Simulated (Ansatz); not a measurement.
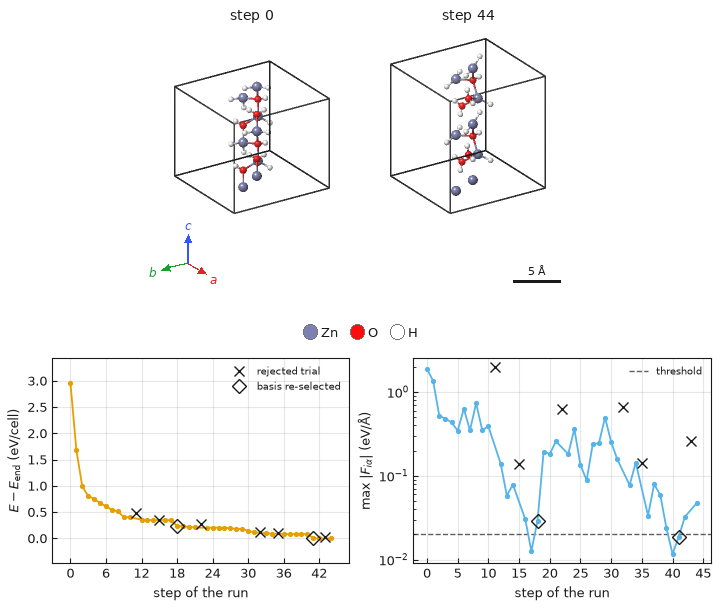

First and last geometry of a relaxation of a wire of composition Zn3H10O3, with the history of the run. The picture is a ball-and-stick view of the 2 repeat of the cell, with the vacuum cut short, seen from a free direction.

Case: wire along [0 0 1], 6 atoms a period, capped with H.

Method: DFT PBE, scalar-relativistic, plane waves, PAW (Ansatz).

Input file:
```yaml
crystal:
  lattice:
    - [13.2, 0.0, 0.0]
    - [0.0, 14.3, 0.0]
    - [0.0, 0.0, 5.2933196408]
  atoms:
    - { symbol: Zn, position: [0.5621116738, 0.4925688556, 0.4999697864] }
    - { symbol: Zn, position: [0.4378883262, 0.4263654249, 0.9999697864] }
    - { symbol: Zn, position: [0.5621116738, 0.6249757169, 0.9999697864] }
    - { symbol: O, position: [0.4378883262, 0.4263654249, 0.3790402136] }
    - { symbol: O, position: [0.5621116738, 0.6249757169, 0.3790402136] }
    - { symbol: O, position: [0.5621116738, 0.4925688556, 0.8790402136] }
    - { symbol: H, position: [0.6584475956, 0.4412277137, 0.4061882061] }
    - { symbol: H, position: [0.4378883262, 0.3236831412, 0.9061882061] }
    - { symbol: H, position: [0.3415524044, 0.4777065668, 0.9061882061] }
    - { symbol: H, position: [0.4657757521, 0.6763168588, 0.9061882061] }
    - { symbol: H, position: [0.6584475956, 0.6763168588, 0.9061882061] }
    - { symbol: H, position: [0.4378883262, 0.3621061893, 0.4377293316] }
    - { symbol: H, position: [0.3776006848, 0.4584950428, 0.4377293316] }
    - { symbol: H, position: [0.5018240325, 0.6571053347, 0.4377293316] }
    - { symbol: H, position: [0.6223993152, 0.6571053347, 0.4377293316] }
    - { symbol: H, position: [0.6223993152, 0.4604392378, 0.9377293316] }
basis:
  ecutwfc: 420
kpoints:
  mp_grid: { grid: [1, 1, 6] }
hamiltonian:
  xc: pbe
scf:
  occupations: { method: gaussian, width: 0.05 }
output:
  forces: true
  stress: true
  eigenvalues: true
  populations: true
  write_density: true
  write_potential: true
  elf: true
  volumetric_format: npy
relax:
  adjacent_minimum: "off"
  f_tol: 0.02
  max_steps: 45
  cell: { fix: [a, b, alpha, beta, gamma], stress_tol: 0.03 }
```

Launched with:
```bash
ansatz run input.yaml --threads 4 --pin off --max-ram 11264MiB --backend cpu --events-out ev --progress --plain --runs-dir out
```

Q: What do the curves and the structures tell?

A: The relaxation stopped without meeting its thresholds, so the last structure isn't shown to be converged. The energy falls by 2.966 eV per cell of the calculation in 36 accepted moves (44 points after the start). Largest force component: 1.9 eV/Å at the start, 0.048 eV/Å at the end. The line search rejected the trial steps at points 11, 15, 22, 32, 35, 43 of the run. At 2 points the geometry stayed and the basis and grid were re-selected for the new cell (energy shift of 0.115 eV per cell of the calculation at most each time). H11 moves most relative to the centre of the atoms: 1.59 Å. By element the largest moves are H 1.59 Å, O 0.87 Å, Zn 0.77 Å. Along the periodic axis the drawn cell goes c 10.587 → 13.243 Å (+25.1 %). Near-neighbour distances that change, for instance: Zn3–O5 2.007 → 3.847 Å, Zn2–O4 2.007 → 3.552 Å, Zn3–O6 1.999 → 2.167 Å, Zn2–O6 1.999 → 2.148 Å. Bonds break, among them: Zn2–O4 (2.01 → 3.55 Å), Zn3–O5 (2.01 → 3.85 Å). Among the angles between lasting bonds that change: H10–Zn3–H11 110.3° → 153.7°, H8–Zn2–H9 110.3° → 150.7°, O4–Zn1–O5 110.3° → 90.6°.
